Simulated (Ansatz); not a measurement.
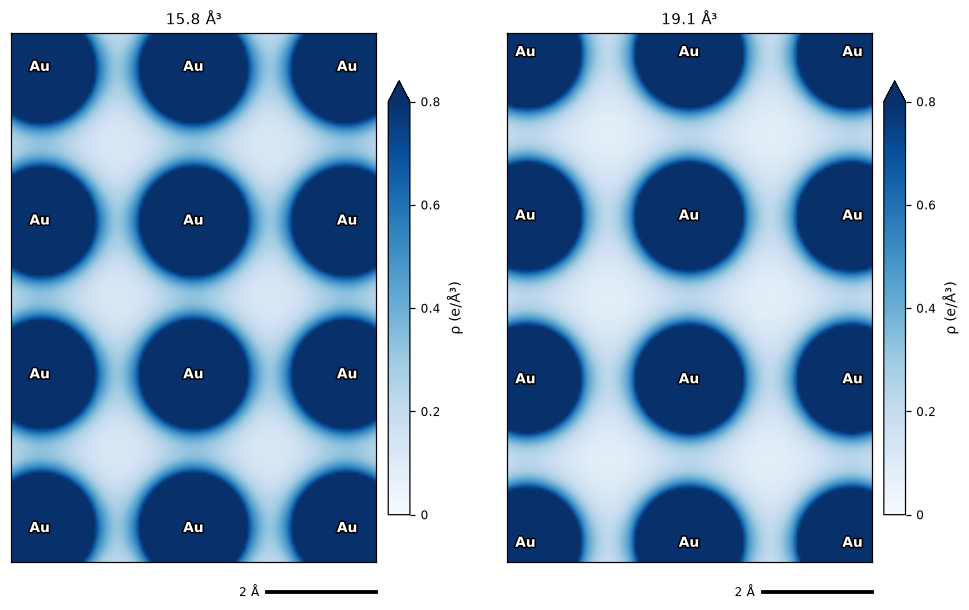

Au. The valence pseudo-density of cells scaled evenly to different volumes (given per atom above each panel), on the (101) plane of each (indices in the axes of the cell below), at one length scale and on one colour scale.

Computed without spin polarisation.

These are results of DFT PBE, scalar-relativistic, plane waves, PAW in Ansatz 0.2.0, not measurements.

Core electrons are frozen (PAW), and the valence fields are smoothed inside the atomic spheres.

The largest cell:

```
Au
1.0
     0.00000    2.11983    2.11983
     2.11983    0.00000    2.11983
     2.11983    2.11983    0.00000
Au
1
Direct
  0.00000 0.00000 0.00000
```

| volume (Å³/atom) | Au–Au contact in the plane (Å) | ρ at its midpoint (e/Å³) | pressure (GPa) | 
| --- | --- | --- | --- |
| 15.82 | 2.818 | 0.318 | 26.1 | 
| 16.89 | 2.880 | ? | ? | 
| 19.05 | 2.998 | 0.220 | −6.9 | 

> Estimate the missing row, and compare with the calculation.

Over the known rows ln ρ falls by 2.05 per Å of Au–Au distance (the line through the two), which gives 0.280 e/Å³ at 2.880 Å; the calculation gives 0.280 e/Å³. For the pressure, a straight line in volume between the neighbouring rows gives 15.2 GPa; the calculation gives 10.5, lower because pressure rises ever faster on compression.
